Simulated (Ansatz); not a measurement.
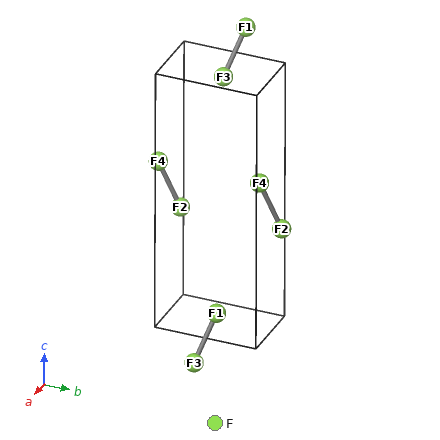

The system is F (C2/c, No. 15; 4 atoms in the cell); the picture shows the reference structure. 
- The energy is mapped over a free internal coordinate and the cell.
- The first coordinate is: shift of F1 along [0 0 1] of the conventional cell, Cartesian (−0.12 0 0.99), its symmetry partners moved as symmetry demands (measured in the relaxed cell); the second: volume per atom at fixed shape.
- Nothing is relaxed (all other coordinates fixed).
- Grid: 7 × 7 points.
- Points are written as (first, second).
- Energies: meV/atom, counted from the lowest grid point.
- The D3 coefficients switch with the coordination numbers inside this range, which puts artificial structure into the map.
- These are results of Ansatz, DFT PBE+D3(BJ), scalar-relativistic, plane waves, PAW, not measurements. Settings: cutoff 520 eV, k-mesh 8×8×4 in the order of the run's cell vectors, gaussian smearing 0.05 eV, no spin polarisation.

Its coordinates:

```yaml
crystal:
  lattice:
    - [2.81815, -1.79120, 0.29741]
    - [2.81815, 1.79120, 0.29741]
    - [-0.83599, 0.00000, 6.74692]
  atoms:
    - { symbol: F, position: [0.91386, 0.58555, 0.09393] }
    - { symbol: F, position: [0.41445, 0.08614, 0.40607] }
    - { symbol: F, position: [0.08614, 0.41445, 0.90607] }
    - { symbol: F, position: [0.58555, 0.91386, 0.59393] }
```

Range: shift of F1 along [0 0 1] of the conventional cell, Cartesian (−0.12 0 0.99), its symmetry partners moved as symmetry demands (measured in the relaxed cell) from −0.170 to 0.170 Å; volume per atom at fixed shape from 14.84 to 19.67 Å³.

What landscape does the calculation give?

Answer. The lowest grid point is at (0.000 Å, 17.25 Å³). The highest grid point, (−0.170 Å, 14.84 Å³), lies 2285 meV/atom above the lowest.

```tsv
second ↓, first →	−0.170	−0.113	−0.057	0.000	0.057	0.113	0.170
19.67	878	247	19	33	176	369	560
18.86	1033	320	37	16	138	320	507
18.06	1214	411	66	4	103	272	454
17.25	1423	520	107	0	71	225	401
16.45	1667	653	164	5	43	180	348
15.64	1952	813	239	22	23	139	296
14.84	2285	1007	337	54	12	102	247
```

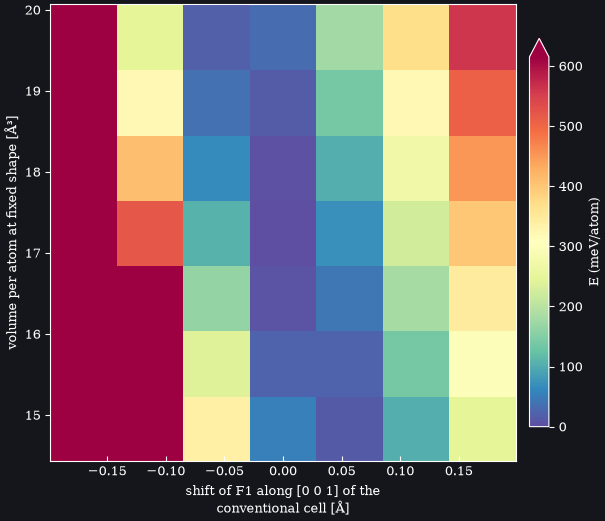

Drawn: one coloured cell a grid point, one colour for all values above the top of the scale.

Time for the 49 points that were run: 3.9 min on 1 thread of Arm Neoverse V2, on a shared host.
